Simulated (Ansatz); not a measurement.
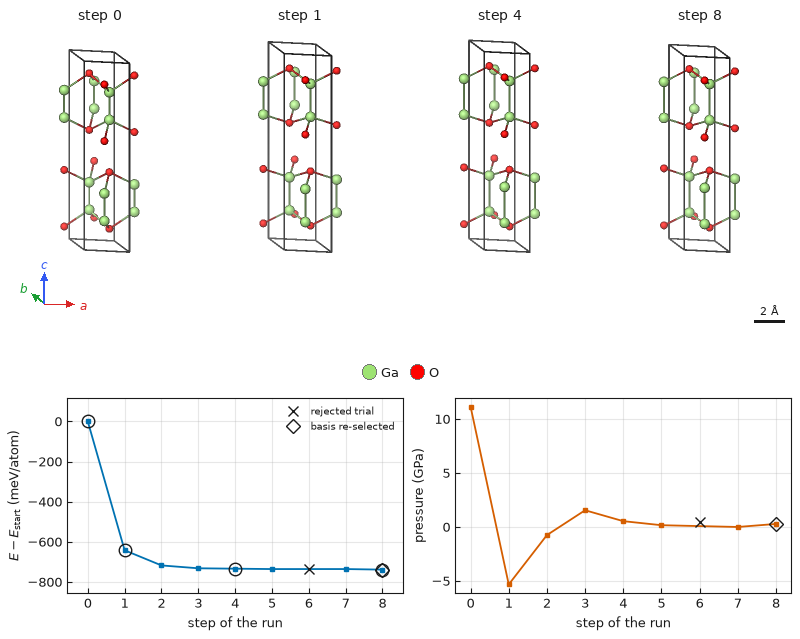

Frames of a relaxation of solid GaO (a generated structure, set up in P6_3/mmc) (coarse preliminary run), marked on the history of the run. A ball-and-stick model of the cell of the calculation, seen slightly off an axis.

Computed with DFT PBE, scalar-relativistic, plane waves, PAW (Ansatz).

The input:
```yaml
crystal:
  lattice:
    - [3.074007657, 0.0, 0.0]
    - [-1.5370038285, 2.6621687224, 0.0]
    - [0.0, 0.0, 13.077261157]
  atoms:
    - { symbol: Ga, position: [0.3333333333, 0.6666666667, 0.177] }
    - { symbol: Ga, position: [0.6666666667, 0.3333333333, 0.677] }
    - { symbol: Ga, position: [0.3333333333, 0.6666666667, 0.323] }
    - { symbol: Ga, position: [0.6666666667, 0.3333333333, 0.823] }
    - { symbol: O, position: [0.3333333333, 0.6666666667, 0.6] }
    - { symbol: O, position: [0.6666666667, 0.3333333333, 0.1] }
    - { symbol: O, position: [0.3333333333, 0.6666666667, 0.9] }
    - { symbol: O, position: [0.6666666667, 0.3333333333, 0.4] }
basis:
  ecutwfc: 420
kpoints:
  mp_grid: { grid: [6, 6, 2] }
hamiltonian:
  xc: pbe
scf:
  occupations: { method: gaussian, width: 0.1 }
output:
  forces: true
  stress: true
  eigenvalues: true
relax:
  adjacent_minimum: "off"
  f_tol: 0.05
  max_steps: 80
  cell: { stress_tol: 0.5 }
```

Launched with:
```bash
ansatz run input.yaml --threads 2 --pin off --max-ram 6144MiB --backend cpu --events-out ev --progress --plain --runs-dir out
```

**What happens along the run?**

The largest moves relative to the cell, 0.27 Å, are those of Ga1, Ga2, Ga3 and Ga4. Ga3 goes along +c. By element the largest moves are Ga 0.27 Å, O 0.04 Å. Cell: a = b 3.074 → 3.107 Å (+1.1 %), c 13.077 → 13.439 Å (+2.8 %). Volume +5.0 %. Among the contacts that change: Ga1–Ga3 1.909 → 2.503 Å, Ga1–O6 2.041 → 1.934 Å. Among the angles between lasting bonds that change: Ga1–O6–Ga1 97.7° → 106.9°, O6–Ga1–O6 97.7° → 106.9°, Ga3–Ga1–O6 119.6° → 112.0°. The space group stays P6_3/mmc (No. 194). Over 6 accepted moves (8 points after the start) the energy falls by 738 meV per atom. Largest force component: 13 eV/Å at the start, 0.0011 eV/Å at the end. Pressure: 11.15 GPa at the start and 0.28 GPa at the end. The line search rejected the trial step at point 6 of the run. At 1 point the geometry stayed and the basis and grid were re-selected for the new cell (energy shift of 2.8 meV per atom at most each time). The run took 26 s on 2 threads of Arm Neoverse V2, with other jobs on the host, peak memory 0.42 GiB. From step 0 to 1: Ga and O atoms move most (0.16 Å), volume +13.9 %, energy −642 meV per atom. From step 1 to 4: Ga atoms move most (0.09 Å), volume −6.2 %, energy −91.7 meV per atom. From step 4 to 8: O atoms move most (0.05 Å), volume −1.7 %, energy −4.7 meV per atom.

```json
{"step": "0", "E − E(0), meV/atom": "0.00", "largest force component, eV/Å": "13.3400", "pressure, GPa": "11.15", "volume, Å³/atom": "13.377", "note": ""}
{"step": "1", "E − E(0), meV/atom": "-641.94", "largest force component, eV/Å": "2.5016", "pressure, GPa": "-5.32", "volume, Å³/atom": "15.232", "note": ""}
{"step": "2", "E − E(0), meV/atom": "-717.39", "largest force component, eV/Å": "1.1453", "pressure, GPa": "-0.75", "volume, Å³/atom": "14.440", "note": ""}
{"step": "3", "E − E(0), meV/atom": "-731.67", "largest force component, eV/Å": "0.1857", "pressure, GPa": "1.55", "volume, Å³/atom": "14.265", "note": ""}
{"step": "4", "E − E(0), meV/atom": "-733.61", "largest force component, eV/Å": "0.1059", "pressure, GPa": "0.54", "volume, Å³/atom": "14.294", "note": ""}
{"step": "5", "E − E(0), meV/atom": "-735.54", "largest force component, eV/Å": "0.0800", "pressure, GPa": "0.17", "volume, Å³/atom": "13.941", "note": ""}
{"step": "6", "E − E(0), meV/atom": "-735.59", "largest force component, eV/Å": "0.0794", "pressure, GPa": "0.46", "volume, Å³/atom": "13.903", "note": "rejected"}
{"step": "7", "E − E(0), meV/atom": "-735.49", "largest force component, eV/Å": "0.0006", "pressure, GPa": "0.00", "volume, Å³/atom": "14.045", "note": ""}
{"step": "8", "E − E(0), meV/atom": "-738.31", "largest force component, eV/Å": "0.0011", "pressure, GPa": "0.28", "volume, Å³/atom": "14.045", "note": "same geometry, new basis"}
```

Limits of the set-up: layers or molecules are held without a dispersion correction, so their spacing is unreliable.
